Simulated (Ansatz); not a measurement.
```
CELL_PARAMETERS angstrom
5.38800 0.00000 0.00000
0.00000 5.38800 0.00000
0.00000 0.00000 5.38800
ATOMIC_POSITIONS crystal
Cd 0.00000 0.00000 0.00000
Cd 0.50000 0.50000 0.00000
Cd 0.50000 0.00000 0.50000
Cd 0.00000 0.50000 0.50000
F 0.25000 0.25000 0.25000
F 0.75000 0.75000 0.25000
F 0.75000 0.25000 0.75000
F 0.25000 0.75000 0.75000
F 0.75000 0.25000 0.25000
F 0.25000 0.75000 0.25000
F 0.25000 0.25000 0.75000
F 0.75000 0.75000 0.75000
```

Space group Fm-3m.

Theory: DFT r2SCAN, scalar-relativistic, plane waves, PAW (Ansatz 0.2.0).

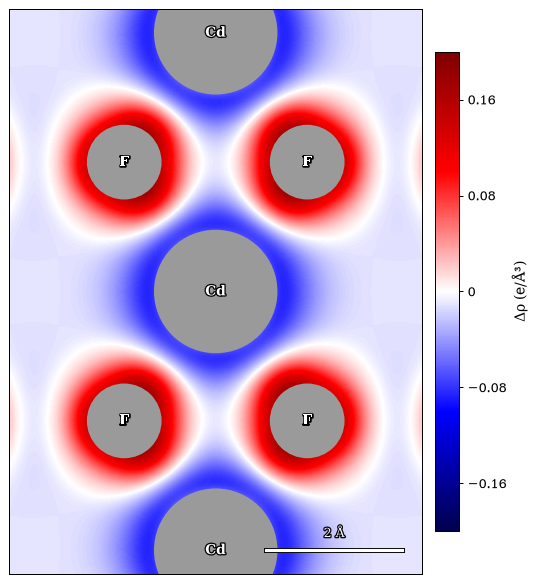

CdF$_{2}$. Bonding charge density, ρ(crystal) − Σ ρ(neutral atoms): a map on the (101) plane of the conventional cell, with grey discs over the atomic cores. Cores are masked to 0.9 Å (Cd) and 0.6 Å (F).

In a PAW calculation such maps are meaningful between the atoms, not at the nuclei.

What does the deformation density say about the bonding?

Answer. Cd–F (2.33 Å): Δρ is −0.04 e/Å³ at the midpoint, so little or no bond charge builds up halfway.
- Over the whole cell, outside the masked cores, the largest gain lies at the edge of the masked core of F, and the largest loss lies at the edge of the masked core of Cd.
- The rearranged charge, half the integral of |Δρ|, is about 0.27 e an atom.
- Bader charges: Cd +1.53 and F −0.77 e.
